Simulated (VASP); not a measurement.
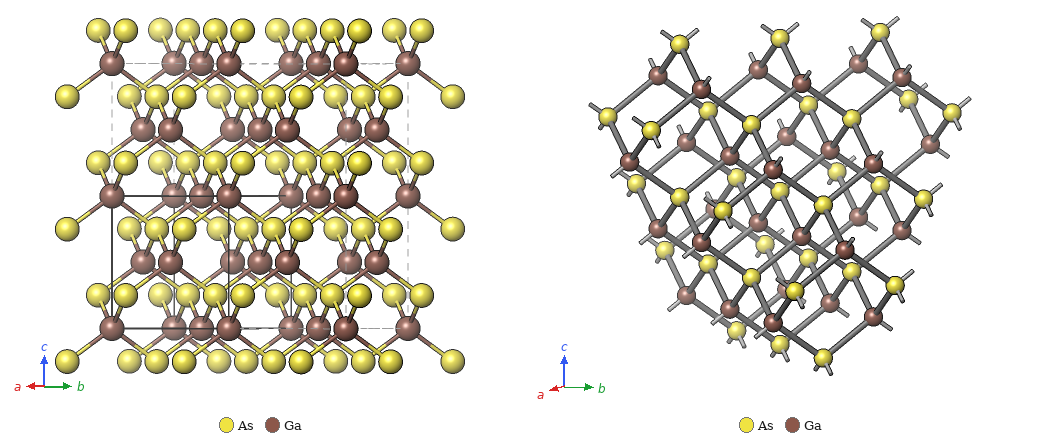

Left: the structure. Right: its underlying net. Nodes are coloured by element. Edges to nodes outside the piece are drawn as stubs.

GaAs (space group F-43m, No. 216). Coordinates: an entry of the Crystallography Open Database, as set up for an electronic-structure calculation.

Bonds are taken as As–Ga below 2.8 Å; no other contact counts. Atoms with one bond or none are removed and atoms with two bonds are replaced by edges, until no such atom is left.

The result is a uninodal 4-connected, three-periodic net: As and Ga are 4-connected nodes. It is the dia net, known from diamond, zinc blende and cristobalite. It is a single net, without interpenetration.

```csv
node,links,point symbol,coordination sequence
As and Ga,4,6⁶,4 12 24 42 64
```
